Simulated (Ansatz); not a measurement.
**TiO₂: geometry relaxation (part 1 of 2)**

The run: geometry relaxation of TiO₂ (P4₂/mnm, 6 atoms in the cell). Method and program: DFT PBE+D3(BJ), scalar-relativistic, plane waves, PAW, no spin polarisation (Ansatz 0.2.0).

The structure derives from an entry of the Crystallography Open Database. Figures and captions count atoms from 1; the log counts them from 0 in places.

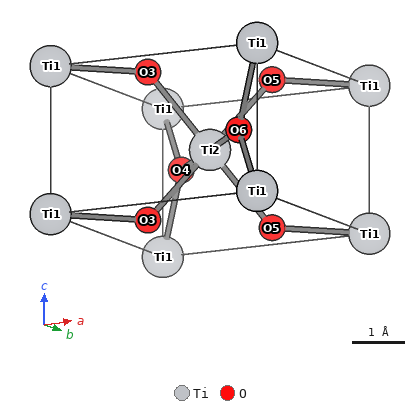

Figure 1. The starting structure (ball-and-stick view of the cell of the calculation, seen at an oblique angle; atoms are numbered from 1 in the order of the input).

**Input file**
```yaml
crystal:
  lattice:
    - [4.5922, 0.0, 0.0]
    - [0.0, 4.5922, 0.0]
    - [0.0, 0.0, 2.9574]
  atoms:
    - { symbol: Ti, position: [0.0, 0.0, 0.0] }
    - { symbol: Ti, position: [0.5, 0.5, 0.5] }
    - { symbol: O, position: [0.30496, 0.30496, 0.0] }
    - { symbol: O, position: [0.19504, 0.80496, 0.5] }
    - { symbol: O, position: [0.69504, 0.69504, 0.0] }
    - { symbol: O, position: [0.80496, 0.19504, 0.5] }
basis:
  ecutwfc: 420
kpoints:
  mp_grid: { grid: [6, 6, 10] }
hamiltonian:
  xc: pbe
  dispersion: d3bj
scf:
  occupations: { method: gaussian, width: 0.02 }
output:
  forces: true
  stress: true
  eigenvalues: true
  write_density: true
  write_potential: true
  elf: true
  volumetric_format: npy
relax:
  adjacent_minimum: "off"
  f_tol: 0.005
  max_steps: 80
  cell: { stress_tol: 0.05 }
```

Machine: 8 threads of Intel Xeon (Granite Rapids), 192 GiB of memory available, shared host.

Launch command:
```bash
ansatz run input.yaml --threads 8 --pin off --max-ram 22528MiB --backend cpu --events-out ev --progress --plain --runs-dir out
```

**Output**
```
Engine: ansatz 0.2.0, x86_64-unknown-linux-gnu
Pseudopotentials: kind: paw
Pseudopotential: Ti, paw, valence charge 12, recommended cutoff 420 eV (normal), Ti.paw.azcp
Pseudopotential: O, paw, valence charge 6, recommended cutoff 420 eV (normal), O.paw.azcp
Functional definition: PBE
  parameter kappa = 0.804
  parameter beta = 0.06672455060314922
  exchange = pbe_x(kappa = kappa, mu = beta*pi^2/3)
  correlation = pbe_c(beta = beta)
Crystal: 6 atoms, lattice volume = 62.367 Å³
Basis set: ecut = 420 eV, 1217 PW (Γ), exchange–correlation on 64×64×40 points (8 copies of the dense FFT grid, shifted against one another)
Bands: 30, of which v1, the nominal top of the filled ones, is band 24 counted from 1 (23 counted from 0)
Symmetry: 16 space group operations
Space group: P42/mnm (ITA 136), of the structure as read, at distance tolerance 4.0e-5 Å
k-points: 60 of 360
Non-local potential: Ti, projectors of the file, l = 0: 3, l = 1: 2, l = 2: 3, l = 3: 1
Non-local potential: O, projectors of the file, l = 0: 2, l = 1: 2, l = 2: 1
PAW form: soft (Blöchl's): semilocal exchange-correlation on the pseudo side does not see the compensation charge
PAW one-centre angular grid: Ti, 590 points (default); XC on 64 Gauss nodes
PAW one-centre angular grid: O, 110 points (default); XC on 64 Gauss nodes
Initial density: superposition of atomic densities (neutral atoms: chi_scale 0, normalization atom), corrected by the library's trained network
Initial wavefunctions: pseudopotential atomic-orbital guess
Functional: x = pbe(κ = 0.804, μ = 0.2195149727645171), c = pbe(β = 0.06672455060314922)
SCF iter   1: F=—  HF=-7278.771775 eV  |F-HF|=—  |Δ(HF+E_count)|=         —  Δρ=2.16e-3  dr2=1.76e-3  ethr=1.77e-3  ⟨swp⟩=5.7  Hψ=7387  notcnv=0
preconditioner: auto → Resta (q_TF=auto, 2.612 Å⁻¹)  ε∞=9.0  [insulator: Δε(μ)=1.877 eV  Ē_g=9.431 eV  σ=0.020 eV  W_gap=1.00  n_scr=18 (ndim 8)  ℏωp=26.6 eV  f_vac=0.017  D(μ)=0.00/eV (n_scr^D=0)  ε∞_Penn≈9.0]
SCF iter   2: F=—  HF=-7278.772491 eV  |F-HF|=—  |Δ(HF+E_count)|=   7.16e-4  Δρ=1.29e-3  dr2=5.43e-4  ethr=3.67e-6  ⟨swp⟩=2.6  Hψ=3584  notcnv=0  defer=86
SCF iter   3: F=—  HF=-7278.772737 eV  |F-HF|=—  |Δ(HF+E_count)|=   2.46e-4  Δρ=6.39e-4  dr2=1.48e-4  ethr=1.13e-6  ⟨swp⟩=2.0  Hψ=2696  notcnv=0  defer=86
SCF iter   4: F=—  HF=-7278.772886 eV  |F-HF|=—  |Δ(HF+E_count)|=   1.48e-4  Δρ=1.82e-4  dr2=1.73e-5  ethr=3.08e-7  ⟨swp⟩=2.3  Hψ=2712  notcnv=0  defer=86
SCF iter   5: F=—  HF=-7278.772877 eV  |F-HF|=—  |Δ(HF+E_count)|=   8.34e-6  Δρ=3.50e-5  dr2=8.42e-7  ethr=3.60e-8  ⟨swp⟩=2.0  Hψ=2452  notcnv=0  defer=86
SCF iter   6: F=-7278.772878 eV  HF=-7278.772878 eV  |F-HF|=4.94e-8  |Δ(HF+E_count)|=   3.12e-7  Δρ=9.36e-6  dr2=7.03e-8  ethr=2.08e-10  ⟨swp⟩=9.0  Hψ=12098  notcnv=0
SCF 1 converged in 6 iterations: F = -7278.772878 eV  dr2 = 7.03e-8
  greatest PAW one-centre occupation: 0.999 electrons in one spin orbital (limit 2), on the Ti atom at site 0 (counted from 0), in its partial waves of l = 0
relax step   1: F+E_penalty+E_count = -7278.77287761 eV  Δ(F+E_penalty+E_count) = +0.000e0 eV  max|allowed force component| = 7.262e-2 eV/Å  Δτ_max = 0.0000 Å  P = +1.413 GPa  Ω = 62.367 Å³  (6 SCF iters, dr2 threshold 1.00e-7 eV, accepted)
Crystal: 6 atoms, lattice volume = 62.632 Å³
Initial density: handed on by an earlier stage of this run
Initial wavefunctions: those handed on with the density
iter 1 solved again at ethr=1.64e-6 eV; its pass at ethr=3.10e-3 eV (dr2=7.86e-4 eV) is discarded
SCF iter   1: F=—  HF=-7278.774331 eV  |F-HF|=—  |Δ(HF+E_count)|=         —  Δρ=1.22e-3  dr2=7.39e-4  ethr=1.64e-6  ⟨swp⟩=2.0  Hψ=9787  notcnv=0
preconditioner: auto → Resta (q_TF=auto, 2.610 Å⁻¹)  ε∞=8.9  [insulator: Δε(μ)=1.862 eV  Ē_g=9.414 eV  σ=0.020 eV  W_gap=1.00  n_scr=18 (ndim 8)  ℏωp=26.5 eV  f_vac=0.020  D(μ)=0.00/eV (n_scr^D=0)  ε∞_Penn≈8.9]
SCF iter   2: F=—  HF=-7278.774237 eV  |F-HF|=—  |Δ(HF+E_count)|=   9.49e-5  Δρ=6.40e-4  dr2=2.29e-4  ethr=1.54e-6  ⟨swp⟩=2.0  Hψ=2760  notcnv=0
SCF iter   3: F=—  HF=-7278.774213 eV  |F-HF|=—  |Δ(HF+E_count)|=   2.33e-5  Δρ=2.86e-4  dr2=4.21e-5  ethr=4.77e-7  ⟨swp⟩=2.0  Hψ=2232  notcnv=0
SCF iter   4: F=—  HF=-7278.774217 eV  |F-HF|=—  |Δ(HF+E_count)|=   3.40e-6  Δρ=6.77e-5  dr2=3.79e-6  ethr=8.76e-8  ⟨swp⟩=2.5  Hψ=2777  notcnv=0
SCF iter   5: F=-7278.774218 eV  HF=-7278.774218 eV  |F-HF|=1.26e-7  |Δ(HF+E_count)|=   1.05e-6  Δρ=1.58e-5  dr2=1.37e-7  ethr=1.25e-9  ⟨swp⟩=6.1  Hψ=11338  notcnv=0
SCF 2 converged in 5 iterations: F = -7278.774218 eV  dr2 = 1.37e-7
  greatest PAW one-centre occupation: 0.999 electrons in one spin orbital (limit 2), on the Ti atom at site 1 (counted from 0), in its partial waves of l = 0
relax step   2: F+E_penalty+E_count = -7278.77421786 eV  Δ(F+E_penalty+E_count) = -1.340e-3 eV  max|allowed force component| = 1.571e-3 eV/Å  Δτ_max = 0.0043 Å  P = +0.374 GPa  Ω = 62.632 Å³  energy of the carried Pulay correction = -1.224e-3 eV  (5 SCF iters, dr2 threshold 6.00e-7 eV, accepted)
Crystal: 6 atoms, lattice volume = 62.717 Å³
iter 1 solved again at ethr=7.74e-8 eV; its pass at ethr=3.10e-3 eV (dr2=3.71e-5 eV) is discarded
SCF iter   1: F=—  HF=-7278.774030 eV  |F-HF|=—  |Δ(HF+E_count)|=         —  Δρ=2.45e-4  dr2=2.95e-5  ethr=7.74e-8  ⟨swp⟩=2.4  Hψ=9666  notcnv=0
preconditioner: auto → Resta (q_TF=auto, 2.609 Å⁻¹)  ε∞=8.9  [insulator: Δε(μ)=1.869 eV  Ē_g=9.410 eV  σ=0.020 eV  W_gap=1.00  n_scr=18 (ndim 8)  ℏωp=26.5 eV  f_vac=0.020  D(μ)=0.00/eV (n_scr^D=0)  ε∞_Penn≈8.9]
SCF iter   2: F=—  HF=-7278.774029 eV  |F-HF|=—  |Δ(HF+E_count)|=   1.49e-6  Δρ=1.16e-4  dr2=1.01e-5  ethr=6.15e-8  ⟨swp⟩=2.0  Hψ=2760  notcnv=0
SCF iter   3: F=—  HF=-7278.774028 eV  |F-HF|=—  |Δ(HF+E_count)|=   1.10e-6  Δρ=6.83e-5  dr2=3.13e-6  ethr=2.11e-8  ⟨swp⟩=2.1  Hψ=2340  notcnv=0
SCF iter   4: F=-7278.774028 eV  HF=-7278.774028 eV  |F-HF|=1.20e-7  |Δ(HF+E_count)|=   2.49e-7  Δρ=2.13e-5  dr2=3.59e-7  ethr=1.25e-9  ⟨swp⟩=6.2  Hψ=11325  notcnv=0
SCF 3 converged in 4 iterations: F = -7278.774028 eV  dr2 = 3.59e-7
relax step   3: F+E_penalty+E_count = -7278.77402774 eV  Δ(F+E_penalty+E_count) = +1.901e-4 eV  max|allowed force component| = 3.244e-3 eV/Å  Δτ_max = 0.0007 Å  P = +0.026 GPa  Ω = 62.717 Å³  energy of the carried Pulay correction = -1.610e-3 eV  (4 SCF iters, dr2 threshold 6.00e-7 eV, accepted)
Crystal: 6 atoms, lattice volume = 62.722 Å³
iter 1 solved again at ethr=2.47e-9 eV; its pass at ethr=3.10e-3 eV (dr2=1.19e-6 eV) is discarded
SCF iter   1: F=—  HF=-7278.774003 eV  |F-HF|=—  |Δ(HF+E_count)|=         —  Δρ=3.66e-5  dr2=1.29e-6  ethr=2.47e-9  ⟨swp⟩=2.0  Hψ=9488  notcnv=0
SCF iter   2: F=—  HF=-7278.774008 eV  |F-HF|=—  |Δ(HF+E_count)|=   4.93e-6  Δρ=2.35e-5  dr2=5.70e-7  ethr=2.47e-9  ⟨swp⟩=2.0  Hψ=2786  notcnv=0
SCF iter   3: F=—  HF=-7278.774008 eV  |F-HF|=—  |Δ(HF+E_count)|=   2.39e-8  Δρ=5.94e-6  dr2=2.24e-8  ethr=1.19e-9  ⟨swp⟩=2.0  Hψ=2724  notcnv=0
SCF iter   4: F=-7278.774008 eV  HF=-7278.774008 eV  |F-HF|=1.47e-10  |Δ(HF+E_count)|=   1.61e-8  Δρ=2.70e-6  dr2=4.42e-9  ethr=3.10e-11  ⟨swp⟩=7.0  Hψ=9276  notcnv=0
SCF 4 converged in 4 iterations: F = -7278.774008 eV  dr2 = 4.42e-9
relax step   4: F+E_penalty+E_count = -7278.77400789 eV  Δ(F+E_penalty+E_count) = +1.985e-5 eV  max|allowed force component| = 1.935e-3 eV/Å  Δτ_max = 0.0001 Å  P = -0.003 GPa  Ω = 62.722 Å³  energy of the carried Pulay correction = -1.633e-3 eV  (4 SCF iters, dr2 threshold 1.49e-8 eV, accepted)
Initial wavefunctions: pseudopotential atomic-orbital guess (no wavefunctions were taken with the density)
iter 1 solved again at ethr=1.10e-8 eV; its pass at ethr=3.10e-3 eV (dr2=5.30e-6 eV) is discarded
SCF iter   1: F=—  HF=-7278.775950 eV  |F-HF|=—  |Δ(HF+E_count)|=         —  Δρ=1.11e-4  dr2=5.30e-7  ethr=1.10e-8  ⟨swp⟩=3.0  Hψ=12160  notcnv=0
SCF iter   2: F=—  HF=-7278.775988 eV  |F-HF|=—  |Δ(HF+E_count)|=   3.80e-5  Δρ=5.64e-5  dr2=2.06e-7  ethr=1.10e-9  ⟨swp⟩=2.0  Hψ=2760  notcnv=0
SCF iter   3: F=—  HF=-7278.775998 eV  |F-HF|=—  |Δ(HF+E_count)|=   1.05e-5  Δρ=2.37e-5  dr2=4.83e-8  ethr=4.30e-10  ⟨swp⟩=2.1  Hψ=2423  notcnv=0
SCF iter   4: F=—  HF=-7278.776000 eV  |F-HF|=—  |Δ(HF+E_count)|=   1.88e-6  Δρ=2.13e-6  dr2=1.10e-9  ethr=1.01e-10  ⟨swp⟩=2.0  Hψ=2722  notcnv=0
SCF iter   5: F=—  HF=-7278.776000 eV  |F-HF|=—  |Δ(HF+E_count)|=   5.44e-9  Δρ=4.12e-7  dr2=1.36e-10  ethr=2.29e-12  ⟨swp⟩=2.0  Hψ=2674  notcnv=0
SCF iter   6: F=-7278.776000 eV  HF=-7278.776000 eV  |F-HF|=7.28e-12  |Δ(HF+E_count)|=  2.42e-10  Δρ=1.18e-7  dr2=9.00e-12  ethr=1.00e-12  ⟨swp⟩=5.8  Hψ=7461  notcnv=0
SCF 5 converged in 6 iterations: F = -7278.776000 eV  dr2 = 9.00e-12
relax step   5: F+E_penalty+E_count = -7278.77600004 eV  Δ(F+E_penalty+E_count) = -1.992e-3 eV  max|allowed force component| = 1.956e-3 eV/Å  Δτ_max = 0.0000 Å  P = +0.048 GPa  Ω = 62.722 Å³  stress off target by 6.15e-2 GPa  SCF on the basis re-selected at this cell (its energy is not comparable with the rows above)  (6 SCF iters)
basis re-selected at this cell: Δ(F+E_penalty+E_count) = -1.992e-3 eV, ΔP = +0.051 GPa vs the last step (what re-selecting the basis moved, of the pressure what is left beyond the Pulay correction that the steps carried, after the strain that the cell walked since its last selection, with what the two solves' SCF thresholds leave and, on support functions, any second-order correction that the steps lacked; it is no measure of the basis error at this ecutwfc). This SCF's stress stands 6.15e-2 GPa from its target on what of the cell is left free (relax.cell.stress_tol is 5.00e-2 GPa) and its largest allowed force component is 1.96e-3 eV/Å (relax.f_tol is 5.00e-3 eV/Å): not within both, so this SCF does not close the relaxation
Crystal: 6 atoms, lattice volume = 62.734 Å³
iter 1 solved again at ethr=3.03e-9 eV; its pass at ethr=3.10e-3 eV (dr2=1.45e-6 eV) is discarded
SCF iter   1: F=—  HF=-7278.775939 eV  |F-HF|=—  |Δ(HF+E_count)|=         —  Δρ=5.14e-5  dr2=1.38e-6  ethr=3.03e-9  ⟨swp⟩=2.0  Hψ=9489  notcnv=0
preconditioner: auto → Resta (q_TF=auto, 2.609 Å⁻¹)  ε∞=8.9  [insulator: Δε(μ)=1.868 eV  Ē_g=9.408 eV  σ=0.020 eV  W_gap=1.00  n_scr=18 (ndim 8)  ℏωp=26.5 eV  f_vac=0.020  D(μ)=0.00/eV (n_scr^D=0)  ε∞_Penn≈8.9]
SCF iter   2: F=—  HF=-7278.775945 eV  |F-HF|=—  |Δ(HF+E_count)|=   5.88e-6  Δρ=2.68e-5  dr2=4.30e-7  ethr=2.88e-9  ⟨swp⟩=2.0  Hψ=2760  notcnv=0
SCF iter   3: F=—  HF=-7278.775945 eV  |F-HF|=—  |Δ(HF+E_count)|=   5.43e-8  Δρ=1.06e-5  dr2=6.87e-8  ethr=8.96e-10  ⟨swp⟩=2.0  Hψ=2233  notcnv=0
SCF iter   4: F=-7278.775945 eV  HF=-7278.775945 eV  |F-HF|=1.59e-9  |Δ(HF+E_count)|=   3.26e-9  Δρ=2.80e-6  dr2=6.73e-9  ethr=1.97e-11  ⟨swp⟩=5.1  Hψ=9947  notcnv=0
SCF 6 converged in 4 iterations: F = -7278.775945 eV  dr2 = 6.73e-9
relax step   6: F+E_penalty+E_count = -7278.77594474 eV  Δ(F+E_penalty+E_count) = +5.529e-5 eV  max|allowed force component| = 1.507e-4 eV/Å  Δτ_max = 0.0001 Å  P = +0.002 GPa  Ω = 62.734 Å³  energy of the carried Pulay correction = -5.882e-5 eV  (4 SCF iters, dr2 threshold 9.46e-9 eV, accepted)
iter 1 solved again at ethr=1.04e-8 eV; its pass at ethr=3.10e-3 eV (dr2=5.01e-6 eV) is discarded
SCF iter   1: F=—  HF=-7278.775947 eV  |F-HF|=—  |Δ(HF+E_count)|=         —  Δρ=4.12e-6  dr2=7.03e-9  ethr=1.04e-8  ⟨swp⟩=3.0  Hψ=12182  notcnv=0
preconditioner: auto → Resta (q_TF=auto, 2.609 Å⁻¹)  ε∞=8.9  [insulator: Δε(μ)=1.868 eV  Ē_g=9.409 eV  σ=0.020 eV  W_gap=1.00  n_scr=18 (ndim 8)  ℏωp=26.5 eV  f_vac=0.020  D(μ)=0.00/eV (n_scr^D=0)  ε∞_Penn≈8.9]
SCF iter   2: F=—  HF=-7278.775953 eV  |F-HF|=—  |Δ(HF+E_count)|=   5.95e-6  Δρ=2.44e-6  dr2=3.98e-9  ethr=1.47e-11  ⟨swp⟩=2.9  Hψ=3513  notcnv=0
SCF iter   3: F=—  HF=-7278.775953 eV  |F-HF|=—  |Δ(HF+E_count)|=  9.51e-10  Δρ=1.45e-6  dr2=1.64e-9  ethr=8.29e-12  ⟨swp⟩=1.2  Hψ=1820  notcnv=0
SCF iter   4: F=—  HF=-7278.775953 eV  |F-HF|=—  |Δ(HF+E_count)|=  9.19e-10  Δρ=1.86e-6  dr2=1.88e-9  ethr=3.41e-12  ⟨swp⟩=2.0  Hψ=3018  notcnv=0
SCF iter   5: F=-7278.775953 eV  HF=-7278.775953 eV  |F-HF|=3.00e-11  |Δ(HF+E_count)|=  2.84e-10  Δρ=4.83e-7  dr2=3.67e-11  ethr=1.00e-12  ⟨swp⟩=4.8  Hψ=9212  notcnv=0
SCF 7 converged in 5 iterations: F = -7278.775953 eV  dr2 = 3.67e-11
relax step   7: F+E_penalty+E_count = -7278.77595279 eV  Δ(F+E_penalty+E_count) = -8.044e-6 eV  max|allowed force component| = 1.624e-4 eV/Å  Δτ_max = 0.0000 Å  P = +0.002 GPa  Ω = 62.734 Å³  stress off target by 3.40e-3 GPa  SCF on the basis re-selected at this cell (its energy is not comparable with the rows above)  (5 SCF iters)
```

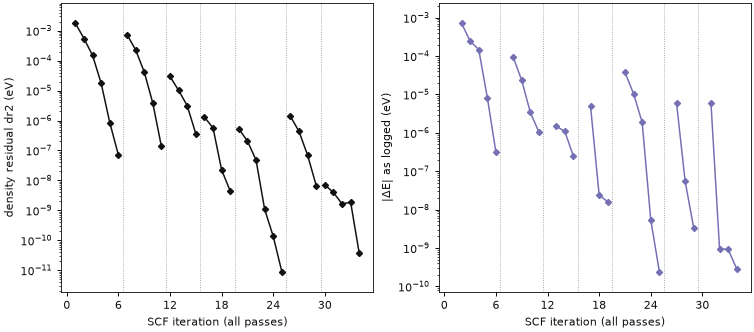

Figure 2. Convergence of the self-consistent field: density residual dr2 and size of the energy change against the SCF iteration. The dotted lines part the SCF passes of the relaxation: geometry steps, rejected trials and re-solves on a re-selected basis. The 7 passes take 4 to 6 iterations each, 34 in all.
